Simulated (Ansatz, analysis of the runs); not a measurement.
# Transmission past a defect: W wire along [110], 4 atoms a period, Ag in place of one W, part 4 of 4

Wanted: the relaxed defect and the transmission past it, beside the channels of the perfect wire.

Ansatz 0.2.0; DFT PBE, plane waves, PAW; relaxation of a wire's period (the session's first sound run).

So far, conductance of the junction (G₀): step 5 (transmission) 0.366. Also conductance of the lead as this run defines it (G₀): step 3 (bands of the perfect wire) 3.00.

## (6) Landauer integrals (continued)

T(E) held rigid; rough near sharp steps of T(E). Table of conductance at 300 K by shift of the leads' level:

| shift of the leads' level (eV) | conductance at 300 K (G₀) |
| --- | --- |
| -0.900 | 0.953 |
| -0.750 | 1.03 |
| -0.600 | 1.20 |
| -0.500 | 1.52 |
| -0.350 | 1.76 |
| -0.200 | 0.613 |
| -0.050 | 0.392 |
| 0.050 | 0.362 |
| 0.200 | 0.523 |
| 0.350 | 0.859 |
| 0.500 | 1.16 |
| 0.600 | 1.24 |
| 0.750 | 0.986 |
| 0.900 | 1.41 |

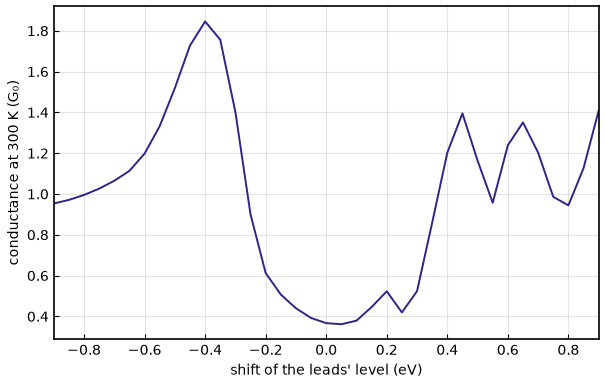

Conductance at 300 K, plotted against shift of the leads' level.

T(E) held rigid; rough near sharp steps of T(E). The thermopower at 300 K by shift of the leads' level:

| shift of the leads' level (eV) | thermopower at 300 K (μV/K) |
| --- | --- |
| -0.8 | -4.05 |
| -0.6 | -13.5 |
| -0.4 | -1.16 |
| -0.2 | 43.8 |
| 0.0 | 5.97 |
| 0.2 | 1.95 |
| 0.4 | -32.9 |
| 0.6 | -24.4 |
| 0.8 | -11.1 |

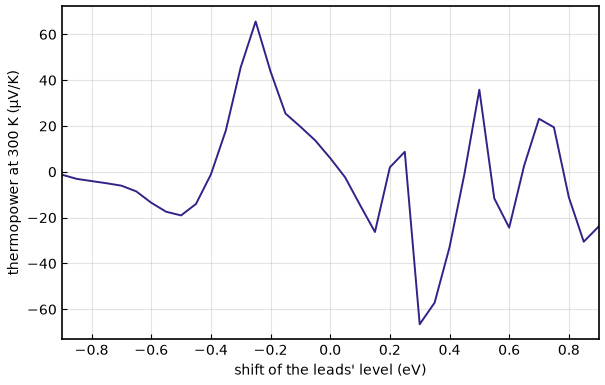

Thermopower at 300 K, plotted against shift of the leads' level.

The two levels move by half the bias each and T(E) is held rigid. Table of current from the zero-bias T(E) by bias:

| bias (V) | current from the zero-bias T(E) (μA) |
| --- | --- |
| 0.000 | 0 |
| 0.100 | 2.87 |
| 0.200 | 5.90 |
| 0.300 | 9.30 |
| 0.400 | 13.4 |
| 0.500 | 18.0 |
| 0.600 | 24.2 |
| 0.700 | 33.1 |
| 0.800 | 44.1 |
| 0.900 | 56.2 |
| 1.000 | 67.6 |
| 1.100 | 77.0 |
| 1.200 | 86.1 |
| 1.300 | 95.7 |
| 1.400 | 105 |
| 1.500 | 113 |
| 1.600 | 121 |
| 1.700 | 129 |
| 1.800 | 137 |
| 1.900 | 147 |

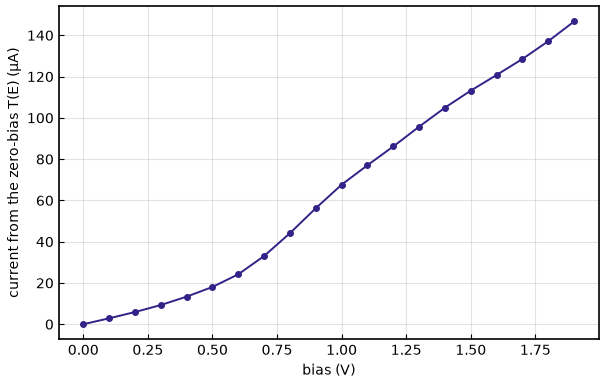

Current from the zero-bias T(E), plotted against bias.

By hand, Mott's formula: S = −(π²k²T/3e) d ln T/dE, and π²k²T/3e = 7.33 μV/K × eV at 300 K. The computed T is 0.397 at -0.070 eV and 0.355 at +0.070 eV, so d ln T/dE ≈ -0.792 per eV and S ≈ 5.80 μV/K, against 5.97 from the integrals.

The thermopower is 5.97 μV/K. The Lorenz ratio is 1.08, where the Wiedemann-Franz law gives 1. Moving the level by up to 0.1 eV either way gives -14 to 20 μV/K.

## (7) Bands of the perfect wire

This step: DFT PBE, plane waves, PAW; channels and complex bands of a perfect wire; changed: output.transmission.temperature = 0.5, scf.max_iter = 50 (Ansatz 0.2.0).

System of this step: W wire along [110], 4 atoms a period. The cell holds 4 atoms: 4 W. Its edges and angles: a = 8.385 Å, b = 9.042 Å, c = 4.256 Å, α = 90.0°, β = 90.0°, γ = 90.0°. Vacuum lies along a and b. The structure's axis is c.

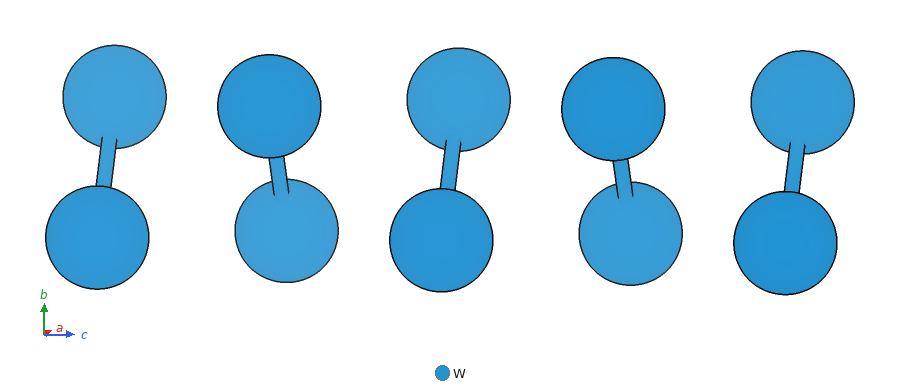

The cell of this step (tungsten blue). 1×1×2 cells are drawn. Some periodic images of atoms are drawn too.

The input of the run on the perfect lead is made doubtful on purpose.

The input, input.yaml:

```yaml
crystal:
  lattice:
    - [8.385, 0.0, 0.0]
    - [0.0, 9.042, 0.0]
    - [0.0, 0.0, 4.2556080352]
  atoms:
    - { symbol: W, position: [0.403010829, 0.409897292, 0.0] }
    - { symbol: W, position: [0.596989171, 0.590050562, 0.0] }
    - { symbol: W, position: [0.403010829, 0.590050562, 0.5] }
    - { symbol: W, position: [0.596989171, 0.409897292, 0.5] }
kpoints:
  mp_grid: { grid: [1, 1, 19] }
scf:
  occupations: { method: fermi_dirac, width: 0.05 }
  max_iter: 50
hamiltonian:
  xc: pbe
output:
  transmission:
    e_range: [-1.26, 1.26]
    de: 0.035
    kmesh: [1, 1]
    reduced_basis: true
    leads: [[0, 0]]
    temperature: 0.5
basis:
  ecutwfc: "350 eV"
```

On the command line:

```console
$ ansatz run input.yaml --threads 4 --pin off --max-ram 16384MiB --backend cpu --events-out ev --progress --plain --runs-dir out
```

Log:

```text
Error: invalid value for `output.transmission.temperature`: must be finite and ≥ 1.2; got 0.5 K
```

It took 0.05 s on 4 threads of Arm Neoverse V1, shared host; peak memory 0.072 GiB.

The input was rejected at the start.

The program's message: “Error: invalid value for `output.transmission.temperature`: must be finite and ≥ 1.2; got 0.5 K”

The change that led to it: output.transmission.temperature = 0.5.

## (8) Outcome

```
conductance of the perfect wire   : 3.00 G₀
conductance, Ag in place of one W : 0.366 G₀
thermopower, Ag in place of one W : 5.97 μV/K
```

What this shows: Summed over the computed window, 31 % of the lead's open channels pass the defect; the conductance at 300 K is 0.366 G₀. With Ag in place of one W, 12 % of the conductance of that run's own lead (3.00 G₀) is left, so it blocks most of the current. Transport is coherent and elastic here: the atoms are frozen, so scattering by vibrations plays no part. With Ag in place of one W several atoms of the wire itself moved far in the relaxation, so the changed stretch between the held leads may scatter as well as the defect. The free region is short: held atoms still bear up to 1.1 eV/Å after a relaxation. Spin-orbit coupling is left out, which matters for the bands of heavy atoms. In 1 run the program finds the step of the lead's Hamiltonian too large, so longer leads may change the transmission. A junction with open d shells ran without spin, after the few moments seeded in its relaxation died away; moments on all d atoms were not tried. A cutoff under the files' recommended one was taken to save time; its effect on T(E) was not tested here. A cell with an odd number of electrons ran without spin; a level of the scatterer near the Fermi level could split if spin were allowed.

[Logs are printed without paths, hosts, clocks, repeated set-up lines and the standing remarks that a program may print on its own settings, such as how far it seeks lower states.]

[Hosts, paths, dates, database ids (printed as entryN), source tags and the programs' standing remarks are cut or masked in the printed files.]
